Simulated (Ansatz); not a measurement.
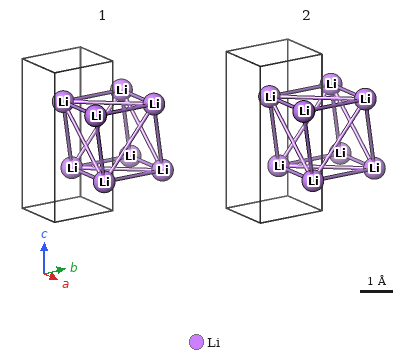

Two geometries of crystalline Li (set up in P6_3/mmc), drawn at one scale. One is the start of a relaxation, the other its converged end. A ball-and-stick model of the cell of the calculation, repeated 2 × 2 × 1 with one cell outlined, seen slightly off an axis.

These are results of DFT PBE+D3(BJ), scalar-relativistic, plane waves, PAW in Ansatz, not measurements. Settings: plane-wave cutoff 420 eV; k-point mesh 18 × 18 × 8; occupations gaussian; smearing width 0.1 eV; no spin polarisation; cell and atoms relaxed; force threshold 0.005 eV/Å; at most 80 steps.

### Which one is relaxed?

Structure 1 is the relaxed one. After 3 accepted moves (4 points after the start) the energy has fallen by 20.2 meV per atom. All forces vanish by symmetry, so only the cell relaxes. Pressure: −1.88 GPa at the start and 0.01 GPa at the end. The SCF was repeated once at an unchanged geometry on a basis and grid sized afresh for the cell, which shifted the energy by less than 0.05 meV per atom at most. No atom moves by more than 0.005 Å relative to the cell. The drawn cell changes as follows: a = b 3.111 → 2.945 Å (−5.3 %), c 5.093 → 4.860 Å (−4.6 %); the volume changes by −14.5 %. Among the contacts that change: Li–Li 3.111 → 2.945 Å, Li–Li 3.116 → 2.966 Å. The space group stays P6_3/mmc (No. 194).
